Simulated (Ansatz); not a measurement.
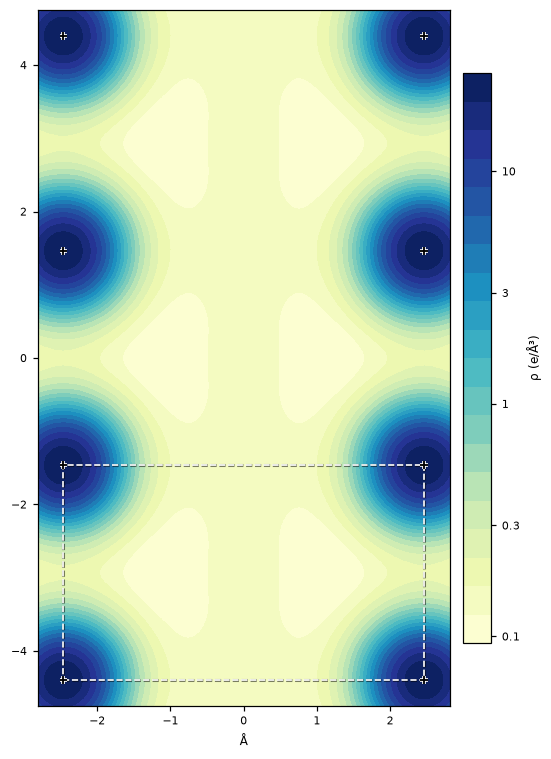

The valence pseudo-density on a plane through atoms (crosses mark nuclei in the plane).

Theory: Ansatz, DFT, LDA (PW92), plane waves (420 eV) with PAW, scalar-relativistic.

Candidates:
A. Pb, a = 3.97 Å, b = 3.97 Å, c = 3.97 Å, α = 90.00°, β = 90.00°, γ = 90.00°. Space group Im-3m; set up as Pb, bcc; a generated structure, not necessarily the stable one; changed on purpose from its base cell (volume × 1.08); computed pressure about −3 GPa in this cell.
B. Re, a = 2.74 Å, b = 2.74 Å, c = 8.82 Å, α = 90.00°, β = 90.00°, γ = 120.00°. Space group P6₃/mmc; set up as Re, dhcp; a generated structure, not necessarily the stable one; changed on purpose from its base cell (volume × 1.0); computed without spin polarisation.
C. Cd, a = 4.93 Å, b = 4.93 Å, c = 2.93 Å, α = 90.00°, β = 90.00°, γ = 120.00°. Space group P6/mmm; set up as Cd, omega (AlB2-type); a generated structure, not necessarily the stable one.

Question: Which candidate gave the map?

Answer: Candidate C: Cd on the (100) plane of the conventional cell, which holds Cd. Cd–Cd (2.93 Å): ρ is about 0.21 e/Å³ halfway.
